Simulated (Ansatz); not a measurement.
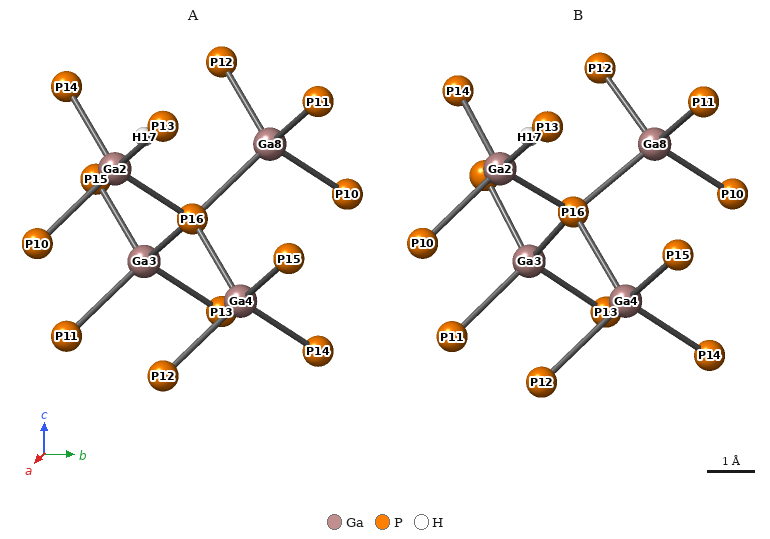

Two geometries of a defect cell of composition Ga8P8H (coarse preliminary run), drawn at one scale. One is the start of a relaxation, the other its converged end. Style: ball-and-stick. Shown: the atoms within 4.2 Å of the atom that moves most (axes of the conventional cell (4 times the calculation's cell) (origin shifted)), slightly off an axis. Lengths and directions refer to the drawn axes.

Method: DFT PBE, scalar-relativistic, plane waves, PAW (Ansatz). Set-up: plane-wave cutoff 420 eV; k-point mesh 1 × 1 × 1; occupations gaussian; smearing width 0.01 eV; collinear spin; atoms relaxed in a fixed cell; force threshold 0.025 eV/Å; at most 45 steps.

> Which one is relaxed?

Structure B is the relaxed one. Case: H interstitial, charge +0, atoms relaxed at the host's cell. The largest moves, 0.20 Å, are those of P12, P14, P15 and P16. P16 goes along [−1 −1 1]. Ga and H stay in place. The cell doesn't change. Some distances before and after: Ga4–P12 2.384 → 2.584 Å, Ga2–P14 2.384 → 2.322 Å. Among the angles between lasting bonds that change: P15–Ga3–P16 109.5° → 100.4°, Ga2–P16–Ga4 109.5° → 104.9°, Ga2–P16–Ga3 109.5° → 113.6°. After 4 geometry steps the energy has fallen by 0.419 eV per cell of the calculation. The largest force component goes from 0.64 to 0.0064 eV/Å.

Limits of the set-up: the k-point mesh is coarse for a cell with partly filled bands; the periodic images lie only 7.8 Å apart, so the values are limited by the cell's size.
